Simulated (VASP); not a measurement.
# GaN: what the fields show

```xyz
4
Lattice="2.1219 0.0000 -2.1219 -2.1486 0.0000 -2.1486 0.0000 4.2705 0.0000" Properties=species:S:1:pos:R:3 pbc="T T T"
Ga   -0.0133    2.1352   -2.1352
Ga    0.0000    0.0000    0.0000
N    -0.0133    0.0000   -2.1352
N     0.0000    2.1352    0.0000
```

Space group Immm; a structure from a database of computed crystals, not necessarily the ambient phase; changed on purpose from its base cell (strain +0.0125 x Voigt [0, 0, 0, 0, 1, 0], atoms carried along); computed pressure about −13 GPa in this cell.

The calculation used VASP, Kohn-Sham DFT of a periodic cell, LDA, VASP PAW LDA potentials, recommended.

Core electrons are frozen (PAW), and the valence fields are smoothed inside the atomic spheres.

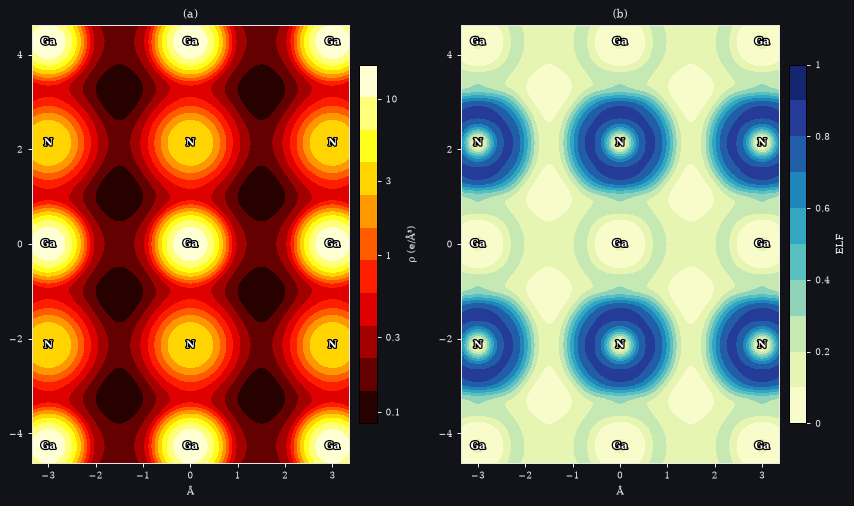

Figure 1. (a) valence electron density; (b) electron localisation function on the (010) plane of the conventional cell.

**What does the map show?**

The plane passes through Ga and N nuclei.
Ga–N (2.14 Å): the density is about 0.5 e/Å³ at the midpoint; the ELF peaks at about 0.85 in the valence shell of N, 0.6 Å from its nucleus, and is about 0.40 at the midpoint.
Between the atoms the lowest density in this plane is 0.08 e/Å³.

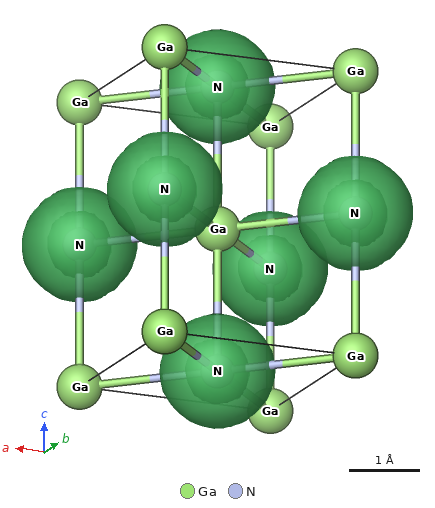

Figure 2. Isosurface of the ELF at 0.75 (green), seen at an oblique angle. Only the valence region is drawn (cores and ρ < 0.01 e/Å³ removed). Sticks mark near contacts.

**Identify the bonds, lone pairs and shells in this picture.**

The ELF exceeds this value in two regions wrapped around N (the valence shell of each), counted in one cell of 4 atoms. Regions shared between cells count once.
